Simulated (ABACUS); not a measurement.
# Band-structure run, with input and output: Al

- system: Al (Fm-3m, 1 atom in the cell)
- method: Kohn-Sham DFT of a periodic cell, M06-L, SG15 ONCV 1.2 PBE, no spin polarisation (ABACUS 3.10.1)

The structure derives from an entry of the Crystallography Open Database. It belongs to a series of runs on one base structure; here: bands on the converged density.

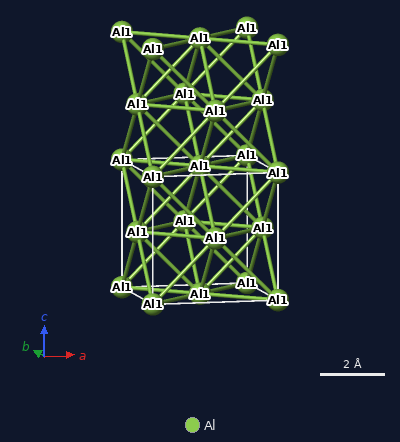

**Figure 1.** The structure (ball-and-stick view of the cell 4 times as large as that of the calculation, set on its symmetry axes, repeated 1 × 1 × 2, seen slightly off an axis; atoms are numbered from 1 in the order of the input).

### Results in brief

```csv
quantity,value
outcome,converged
space group (tolerance 0.01 Å),Fm-3m (225)
electrons treated,11
Fermi energy of the self-consistent step,10.971 eV
hardware,"4 threads of Intel Xeon (Sapphire Rapids), 16 GiB of memory available, shared host"
wall time,11 s (CPU time 43 s)
peak memory,0.36 GiB
```

### Input
```
INPUT_PARAMETERS
suffix              Al
calculation         nscf
basis_type          pw
pseudo_dir          ./
symmetry            -1
dft_functional      MGGA_X_M06_L+MGGA_C_M06_L
ecutwfc             69.0
pseudo_rcut         10
nspin               1
nbands              16
ks_solver           dav
smearing_method     fd
smearing_sigma      0.00367493
scf_thr             1e-08
scf_nmax            100
mixing_type         broyden
mixing_beta         0.7
mixing_tau          1
init_chg            file
pw_diag_thr         1e-07
out_band            1
kpar                4
```

### File STRU
```
ATOMIC_SPECIES
Al 26.9815 Al_ONCV_PBE-1.2.upf

LATTICE_CONSTANT
1.8897261246

LATTICE_VECTORS
2.8635066900 0.0000000000 0.0000000000
1.4317533450 2.4798695374 0.0000000000
1.4317533450 0.8266231791 2.3380434218

ATOMIC_POSITIONS
Direct

Al
0.0
1
0.0000000000 0.0000000000 0.0000000000 1 1 1
```

### File KPT
```
K_POINTS
12
Line
0.00000000 0.00000000 0.00000000 10 // G
0.50000000 0.00000000 0.50000000 10 // X
0.50000000 0.25000000 0.75000000 10 // W
0.37500000 0.37500000 0.75000000 10 // K
0.00000000 0.00000000 0.00000000 10 // G
0.50000000 0.50000000 0.50000000 10 // L
0.62500000 0.25000000 0.62500000 10 // U
0.50000000 0.25000000 0.75000000 10 // W
0.50000000 0.50000000 0.50000000 10 // L
0.37500000 0.37500000 0.75000000 1 // K
0.62500000 0.25000000 0.62500000 10 // U
0.50000000 0.00000000 0.50000000 1 // X
```

Launched with:
```bash
OMP_NUM_THREADS=1 mpirun -np 4 abacus > log
```

### Output
```
ABACUS v3.10.1

               Atomic-orbital Based Ab-initio Computation at UStc

 ------------------------------------------------------------------------------------

 READING GENERAL INFORMATION
                           global_out_dir = OUT.Al/
                           global_in_card = INPUT
                               pseudo_dir = ./
                              orbital_dir =
                                    DSIZE = 4
                                    GSIZE = 1

 READING UNITCELL INFORMATION
                                    ntype = 1
                  lattice constant (Bohr) = 1.88973
              lattice constant (Angstrom) = 1

 READING ATOM TYPE 1
                               atom label = Al
                      L=0, number of zeta = 1
                      L=1, number of zeta = 1
                      L=2, number of zeta = 1
             number of atom for this type = 1

                        TOTAL ATOM NUMBER = 1
DIRECT COORDINATES
    atom                   x                   y                   z     mag                  vx                  vy                  vz
taud_Al1            0.0000000000        0.0000000000        0.0000000000  0.0000        0.0000000000        0.0000000000        0.0000000000

                          Volume (Bohr^3) = 112.041
                             Volume (A^3) = 16.6027

 Lattice vectors: (Cartesian coordinate: in unit of a_0)
             +2.86351                  +0                  +0
             +1.43175            +2.47987                  +0
             +1.43175           +0.826623            +2.33804
 Reciprocal vectors: (Cartesian coordinate: in unit of 2 pi/a_0)
            +0.349222           -0.201624           -0.142569
                   -0           +0.403247           -0.142569
                   +0                  -0           +0.427708
 The esolver type has been set to : ksdft_pw

                PAO radial cut off (Bohr) = 10

 Read in pseudopotential file is Al_ONCV_PBE-1.2.upf
                     pseudopotential type = NC
          exchange-correlation functional = PBE
                 nonlocal core correction = 0
                        valence electrons = 11
                                     lmax = 1
                           number of zeta = 0
                     number of projectors = 4
                           L of projector = 0
                           L of projector = 0
                           L of projector = 1
                           L of projector = 1
 XC functional updated to : MGGA_X_M06_L+MGGA_C_M06_L
          exchange-correlation functional = MGGA_X_M06_L+MGGA_C_M06_L
     initial pseudo atomic orbital number = 0

 SETUP THE ELECTRONS NUMBER
            electron number of element Al = 11
      total electron number of element Al = 11
            AUTOSET number of electrons:  = 11
                           occupied bands = 6
                                   NBANDS = 16
                                   NLOCAL = 9

%%%%%%%%%%%%%%%%%%%%%%%%%%%%%%%%%%%%%%%%%%%%%%%%%%%%%%%%%%%%%%%%%%%%%%%%%%%%%%%%%%%%%%%%%%%%%%%%%%%%%%%%%%
 Warning: the number of valence electrons in pseudopotential > 3 for Al: [Ne] 3s2 3p1
 Pseudopotentials with additional electrons can yield (more) accurate outcomes, but may be less efficient.
 If you're confident that your chosen pseudopotential is appropriate, you can safely ignore this warning.
%%%%%%%%%%%%%%%%%%%%%%%%%%%%%%%%%%%%%%%%%%%%%%%%%%%%%%%%%%%%%%%%%%%%%%%%%%%%%%%%%%%%%%%%%%%%%%%%%%%%%%%%%%

 SETUP THE PLANE WAVE BASIS
 energy cutoff for charge/potential (unit:Ry) = 276
            fft grid for charge/potential = [ 30, 30, 30 ]
                        fft grid division = [ 1, 1, 1 ]
        big fft grid for charge/potential = [ 30, 30, 30 ]
                                     nbxx = 27000
                                     nrxx = 27000

 SETUP PLANE WAVES FOR CHARGE/POTENTIAL
                    number of plane waves = 8657
                         number of sticks = 559

 PARALLEL PW FOR CHARGE/POTENTIAL
     PROC   COLUMNS(POT)             PW
        1            559           8657
 --------------- sum -------------------
        1            559           8657
                            number of |g| = 139
                                  max |g| = 24.879
                                  min |g| = 0

----------- Double Check Mixing Parameters Begin ------------
mixing_type: broyden
mixing_beta: 0.7
mixing_gg0: 1
mixing_gg0_min: 0.1
mixing_ndim: 8
----------- Double Check Mixing Parameters End ------------

 SETUP K-POINTS
                                    nspin = 1
                                   nkstot = 102
K-POINTS DIRECT COORDINATES
 KPOINTS    DIRECT_X    DIRECT_Y    DIRECT_Z  WEIGHT
       1  0.00000000  0.00000000  0.00000000  1.0000
       2  0.05000000  0.00000000  0.05000000  1.0000
       3  0.10000000  0.00000000  0.10000000  1.0000
       4  0.15000000  0.00000000  0.15000000  1.0000
       5  0.20000000  0.00000000  0.20000000  1.0000
       6  0.25000000  0.00000000  0.25000000  1.0000
       7  0.30000000  0.00000000  0.30000000  1.0000
       8  0.35000000  0.00000000  0.35000000  1.0000
       9  0.40000000  0.00000000  0.40000000  1.0000
      10  0.45000000  0.00000000  0.45000000  1.0000
      11  0.50000000  0.00000000  0.50000000  1.0000
      12  0.50000000  0.02500000  0.52500000  1.0000
      13  0.50000000  0.05000000  0.55000000  1.0000
      14  0.50000000  0.07500000  0.57500000  1.0000
      15  0.50000000  0.10000000  0.60000000  1.0000
      16  0.50000000  0.12500000  0.62500000  1.0000
      17  0.50000000  0.15000000  0.65000000  1.0000
      18  0.50000000  0.17500000  0.67500000  1.0000
      19  0.50000000  0.20000000  0.70000000  1.0000
      20  0.50000000  0.22500000  0.72500000  1.0000
      21  0.50000000  0.25000000  0.75000000  1.0000
      22  0.48750000  0.26250000  0.75000000  1.0000
      23  0.47500000  0.27500000  0.75000000  1.0000
      24  0.46250000  0.28750000  0.75000000  1.0000
      25  0.45000000  0.30000000  0.75000000  1.0000
      26  0.43750000  0.31250000  0.75000000  1.0000
      27  0.42500000  0.32500000  0.75000000  1.0000
      28  0.41250000  0.33750000  0.75000000  1.0000
      29  0.40000000  0.35000000  0.75000000  1.0000
      30  0.38750000  0.36250000  0.75000000  1.0000
[... 72 further k points ...]

           k-point number in this process = 26
       minimum distributed K point number = 25

[... K-POINTS CARTESIAN COORDINATES: 26 rows ...]

[... K-POINTS DIRECT COORDINATES: 26 rows ...]

 SETUP PLANE WAVES FOR WAVE FUNCTIONS
     energy cutoff for wavefunc (unit:Ry) = 69
              fft grid for wave functions = [ 30, 30, 30 ]
                    number of plane waves = 1459
                         number of sticks = 163

 PARALLEL PW FOR WAVE FUNCTIONS
     PROC   COLUMNS(POT)             PW
        1            163           1459
 --------------- sum -------------------
        1            163           1459

 SETUP NONLOCAL PSEUDOPOTENTIALS IN PLANE WAVE BASIS
 Al non-local projectors:
 projector 1 L=0
 projector 2 L=0
 projector 3 L=1
 projector 4 L=1
      TOTAL NUMBER OF NONLOCAL PROJECTORS = 8

 Init Non-Local PseudoPotential table :
 Init Non-Local-Pseudopotential done.

                                     npwx = 1106

 -------------------------------------------
 NONSELF-CONSISTENT
 -------------------------------------------
                                 init_chg = file
 try to read charge from file
 Read in the charge density: OUT.Al//Al-CHARGE-DENSITY.restart
 try to read kinetic energy density from file
 Read in the kinetic energy density: OUT.Al//Al-TAU-DENSITY.restart

 PW ALGORITHM --------------- ION=   1  ELEC=   1--------------------------------
 k(1/102) Iter steps (avg)=10 threshold=1e-07
 k(2/102) Iter steps (avg)=17 threshold=1e-07
 k(3/102) Iter steps (avg)=14 threshold=1e-07
 k(4/102) Iter steps (avg)=14 threshold=1e-07
 k(5/102) Iter steps (avg)=12 threshold=1e-07
 k(6/102) Iter steps (avg)=19 threshold=1e-07
 k(7/102) Iter steps (avg)=22 threshold=1e-07
 k(8/102) Iter steps (avg)=21 threshold=1e-07
 k(9/102) Iter steps (avg)=19 threshold=1e-07
 k(10/102) Iter steps (avg)=20 threshold=1e-07
 k(11/102) Iter steps (avg)=22 threshold=1e-07
 k(12/102) Iter steps (avg)=21 threshold=1e-07
 k(13/102) Iter steps (avg)=19 threshold=1e-07
 k(14/102) Iter steps (avg)=20 threshold=1e-07
 k(15/102) Iter steps (avg)=20 threshold=1e-07
 k(16/102) Iter steps (avg)=20 threshold=1e-07
 k(17/102) Iter steps (avg)=21 threshold=1e-07
 k(18/102) Iter steps (avg)=21 threshold=1e-07
 k(19/102) Iter steps (avg)=25 threshold=1e-07
 k(20/102) Iter steps (avg)=22 threshold=1e-07
 k(21/102) Iter steps (avg)=22 threshold=1e-07
 k(22/102) Iter steps (avg)=25 threshold=1e-07
 k(23/102) Iter steps (avg)=21 threshold=1e-07
 k(24/102) Iter steps (avg)=24 threshold=1e-07
 k(25/102) Iter steps (avg)=20 threshold=1e-07
 k(26/102) Iter steps (avg)=22 threshold=1e-07
[... levels at 26 k points of this process ...]

 Density error is 0.00000000000
                          Error Threshold = 1.00000000000e-07
----------------------------------------------------------
     Energy           Rydberg                 eV
----------------------------------------------------------
 E_KohnSham     -138.4282732259      -1883.4132801732
 E_KS(sigma->0) -138.4279095653      -1883.4083323163
 E_Harris       -138.4282732259      -1883.4132801732
 E_band         -37.0686549734       -504.3449248339
 E_one_elec     -84.5741705343       -1150.6906228895
 E_Hartree      34.4695645317        468.9824852105
 E_xc           -15.8293546613       -215.3694190572
 E_Ewald        -72.4935852408       -986.3258277232
 E_entropy(-TS) -0.0007273213        -0.0098957137
 E_descf        0.0000000000         0.0000000000
 E_exx          0.0000000000         0.0000000000
 E_Fermi        0.7147360653         9.7244830536
----------------------------------------------------------

 charge density convergence is achieved
 final etot is -1883.4132802 eV
 EFERMI = 9.7244830536 eV

 STATE ENERGY(eV) AND OCCUPATIONS    NSPIN == 1
 1/26 kpoint (Cartesian) = 0.0000 0.0000 0.0000 (1067 pws)
       1       -96.2589      0.0196078
       2       -55.5051      0.0196078
       3       -55.5051      0.0196078
       4       -55.5051      0.0196078
       5      -0.407899      0.0196078
       6        23.5744        0.00000
       7        23.5744        0.00000
       8        23.5744        0.00000
       9        25.9421        0.00000
      10        25.9421        0.00000
      11        25.9421        0.00000
      12        27.4917        0.00000
      13        30.8807        0.00000
      14        30.8807        0.00000
      15        32.6572        0.00000
      16        35.8246        0.00000

 2/26 kpoint (Cartesian) = 0.017461 -0.010081 0.014257 (1071 pws)
       1       -96.2589      0.0196078
       2       -55.5056      0.0196078
       3       -55.5053      0.0196078
       4       -55.5053      0.0196078
       5      -0.315820      0.0196078
       6        22.8555        0.00000
       7        22.8555        0.00000
       8        22.9149        0.00000
       9        25.6701        0.00000
      10        26.8066        0.00000
      11        26.8066        0.00000
      12        28.3372        0.00000
      13        29.6438        0.00000
      14        30.9672        0.00000
      15        32.8061        0.00000
      16        35.9173        0.00000

 3/26 kpoint (Cartesian) = 0.034922 -0.020162 0.028514 (1074 pws)
       1       -96.2587      0.0196078
       2       -55.5070      0.0196078
       3       -55.5059      0.0196078
       4       -55.5059      0.0196078
       5     -0.0399672      0.0196078
       6        21.6754        0.00000
       7        21.6797        0.00000
       8        21.6797        0.00000
       9        24.9804        0.00000
      10        27.2123        0.00000
      11        28.4105        0.00000
      12        28.4105        0.00000
      13        30.1346        0.00000
      14        31.2261        0.00000
      15        33.5614        0.00000
      16        36.2026        0.00000

 4/26 kpoint (Cartesian) = 0.052383 -0.030244 0.042771 (1074 pws)
       1       -96.2584      0.0196078
       2       -55.5092      0.0196078
       3       -55.5068      0.0196078
       4       -55.5068      0.0196078
       5       0.418556      0.0196078
       6        20.4160        0.00000
       7        20.5515        0.00000
       8        20.5515        0.00000
       9        23.9754        0.00000
      10        24.7218        0.00000
      11        30.2193        0.00000
      12        30.2193        0.00000
      13        31.6555        0.00000
      14        32.3233        0.00000
      15        34.6597        0.00000
      16        36.7060        0.00000

 5/26 kpoint (Cartesian) = 0.069844 -0.040325 0.057028 (1070 pws)
       1       -96.2579      0.0196078
       2       -55.5119      0.0196078
       3       -55.5079      0.0196078
       4       -55.5079      0.0196078
       5        1.05788      0.0196078
       6        19.2736    2.23864e-85
       7        19.5503    8.83751e-88
       8        19.5503    8.83751e-88
       9        21.8091        0.00000
      10        23.3923        0.00000
      11        32.0865        0.00000
      12        32.0865        0.00000
      13        32.2512        0.00000
      14        34.7661        0.00000
      15        35.9389        0.00000
      16        37.4849        0.00000

 6/26 kpoint (Cartesian) = 0.087306 -0.050406 0.071285 (1094 pws)
       1       -96.2579      0.0196078
       2       -55.5149      0.0196078
       3       -55.5091      0.0196078
       4       -55.5091      0.0196078
       5        1.87526      0.0196078
       6        18.2871    8.28033e-77
       7        18.6955    2.35172e-80
       8        18.6955    2.35172e-80
       9        19.3164    9.50655e-86
      10        22.5385        0.00000
      11        33.0051        0.00000
      12        33.8713        0.00000
      13        33.8713        0.00000
      14        37.3406        0.00000
      15        37.4224        0.00000
      16        38.6410        0.00000

[... levels at 20 further k points ...]

 --------------------------------------------
 !FINAL_ETOT_IS -1883.413280173194 eV
 --------------------------------------------

 Output bands in file: OUT.Al/BANDS_1.dat
```

### Standard output
```
ABACUS v3.10.1

               Atomic-orbital Based Ab-initio Computation at UStc

 dft_functional readin is: MGGA_X_M06_L+MGGA_C_M06_L
 dft_functional in pseudopot file is: PBE
 Please make sure this is what you need

%%%%%%%%%%%%%%%%%%%%%%%%%%%%%%%%%%%%%%%%%%%%%%%%%%%%%%%%%%%%%%%%%%%%%%%%%%%%%%%%%%%%%%%%%%%%%%%%%%%%%%%%%
 Warning: the number of valence electrons in pseudopotential > 3 for Al: [Ne] 3s2 3p1
 Pseudopotentials with additional electrons can yield (more) accurate outcomes, but may be less efficient.
 If you're confident that your chosen pseudopotential is appropriate, you can safely ignore this warning.
%%%%%%%%%%%%%%%%%%%%%%%%%%%%%%%%%%%%%%%%%%%%%%%%%%%%%%%%%%%%%%%%%%%%%%%%%%%%%%%%%%%%%%%%%%%%%%%%%%%%%%%%%

 UNIFORM GRID DIM        : 30 * 30 * 30
 UNIFORM GRID DIM(BIG)   : 30 * 30 * 30
func,idMGGA_X_M06_L 203
func,idMGGA_C_M06_L 233
 ---------------------------------------------------------
 ---------------------------------------------------------
 SPIN    KPOINTS         PROCESSORS  THREADS
 1       102             4           4
 ---------------------------------------------------------
 Use plane wave basis
 ---------------------------------------------------------
 ELEMENT NATOM       XC
 Al      1
 ---------------------------------------------------------
 Initial plane wave basis and FFT box
 ---------------------------------------------------------
 -------------------------------------------
 NONSELF-CONSISTENT :
 -------------------------------------------
 START CHARGE      : file
 ITER       ETOT/eV          EDIFF/eV         DRHO         DKIN     TIME/s
 DA1     -1.88341328e+03   0.00000000e+00   0.0000e+00   0.0000e+00  10.53
```
